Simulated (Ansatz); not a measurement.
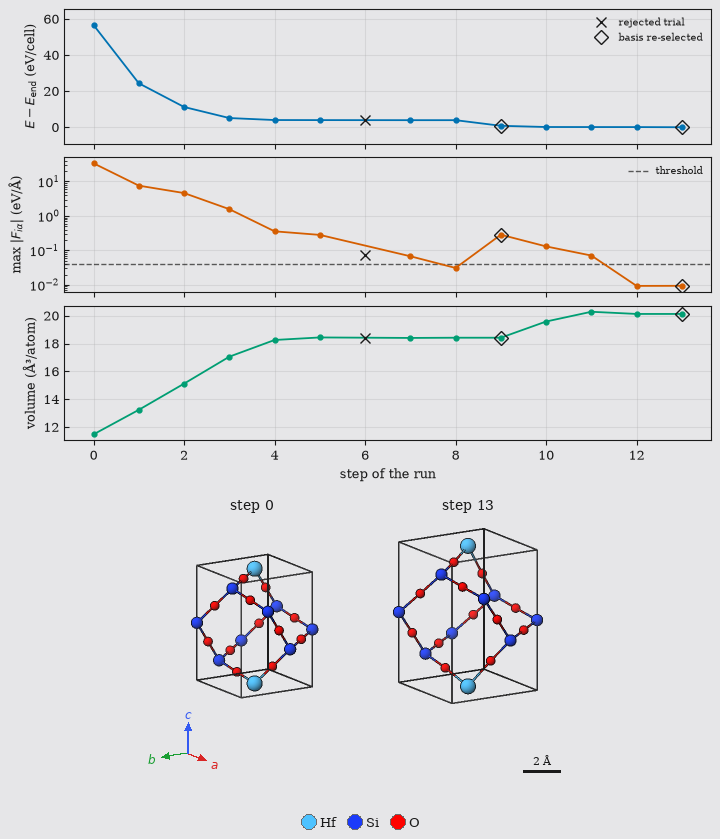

First and last geometry of a relaxation of crystalline HfSi3O8 (a generated structure, set up in P-4m2) (coarse preliminary run), with the history of the run. The picture is a ball-and-stick view of the cell of the calculation, seen from a free direction.

These are results of DFT PBE, scalar-relativistic, plane waves, PAW (Ansatz), not measurements.

The input:
```yaml
crystal:
  lattice:
    - [4.60085867, 0.0, 0.0]
    - [0.0, 4.60085867, 0.0]
    - [0.0, 0.0, 6.50659673]
  atoms:
    - { symbol: Hf, position: [0.5, 0.5, 0.0] }
    - { symbol: Si, position: [0.0, 0.0, 0.5] }
    - { symbol: Si, position: [0.5, 0.0, 0.25] }
    - { symbol: Si, position: [0.0, 0.5, 0.75] }
    - { symbol: O, position: [0.25, 0.0, 0.375] }
    - { symbol: O, position: [0.75, 0.5, 0.875] }
    - { symbol: O, position: [0.75, 0.0, 0.375] }
    - { symbol: O, position: [0.25, 0.5, 0.875] }
    - { symbol: O, position: [0.0, 0.75, 0.625] }
    - { symbol: O, position: [0.5, 0.25, 0.125] }
    - { symbol: O, position: [0.0, 0.25, 0.625] }
    - { symbol: O, position: [0.5, 0.75, 0.125] }
basis:
  ecutwfc: 420
kpoints:
  mp_grid: { grid: [4, 4, 4] }
hamiltonian:
  xc: pbe
scf:
  occupations: { method: gaussian, width: 0.1 }
  lower_state_search: "off"
output:
  forces: true
  stress: true
  eigenvalues: true
relax:
  adjacent_minimum: "off"
  f_tol: 0.04
  max_steps: 70
  cell: { stress_tol: 0.4 }
```

Launched with:
```bash
ansatz run input.yaml --threads 1 --pin off --max-ram 2560MiB --backend cpu --events-out ev --progress --plain --runs-dir out
```

Did the run converge, and what did it change?

It converged. The largest moves relative to the cell, 0.27 Å, are those of O6, O8, O10 and O12. O10 goes along [0 −1 2]. By element the largest moves are O 0.27 Å, Si 0.23 Å. Hf stays in place. The drawn cell changes as follows: a = b 4.601 → 5.508 Å (+19.7 %), c 6.507 → 7.961 Å (+22.4 %); the volume changes by +75.4 %. Some distances before and after: Hf1–Si3 2.817 → 3.540 Å, Hf1–O10 1.409 → 1.925 Å, Si2–Si3 2.817 → 3.266 Å, Si2–O11 1.409 → 1.632 Å. Among the angles between lasting bonds that change: O6–Hf1–O8 109.5° → 99.3°, O5–Si2–O7 109.5° → 115.8°, O6–Hf1–O10 109.5° → 114.8°. The space group stays P-4m2 (No. 115). Over 10 accepted moves (13 points after the start) the energy falls by 56.596 eV per cell of the calculation. Largest force component: 34 eV/Å at the start, 0.0094 eV/Å at the end. Pressure: 227.52 GPa at the start and 0.11 GPa at the end. The line search rejected the trial step at point 6 of the run. At 2 points the geometry stayed and the basis and grid were re-selected for the new cell (energy shift of 3.114 eV per cell of the calculation at most each time). Cost: 2.1 min on 1 thread of Intel(R) Xeon(R) 6975P-C (Granite Rapids) (shared host), peak memory 0.57 GiB.

| step | E − E(0), meV/atom | largest force component, eV/Å | pressure, GPa | volume, Å³/atom | note |
| --- | --- | --- | --- | --- | --- |
| 0 | 0.00 | 33.6285 | 227.52 | 11.478 |  |
| 1 | -2687.48 | 7.5714 | 119.04 | 13.239 |  |
| 2 | -3781.14 | 4.6151 | 59.45 | 15.121 |  |
| 3 | -4291.71 | 1.5724 | 20.17 | 17.058 |  |
| 4 | -4383.81 | 0.3582 | 2.30 | 18.258 |  |
| 5 | -4386.82 | 0.2821 | -0.14 | 18.441 |  |
| 6 | -4387.14 | 0.0741 | 0.62 | 18.370 | rejected |
| 7 | -4389.97 | 0.0677 | 0.21 | 18.405 |  |
| 8 | -4389.93 | 0.0310 | 0.01 | 18.421 |  |
| 9 | -4649.47 | 0.2858 | 13.15 | 18.421 | same geometry, new basis |
| 10 | -4705.60 | 0.1308 | 3.58 | 19.584 |  |
| 11 | -4707.79 | 0.0710 | -0.95 | 20.286 |  |
| 12 | -4709.14 | 0.0094 | -0.01 | 20.129 |  |
| 13 | -4716.32 | 0.0094 | 0.11 | 20.129 | same geometry, new basis |
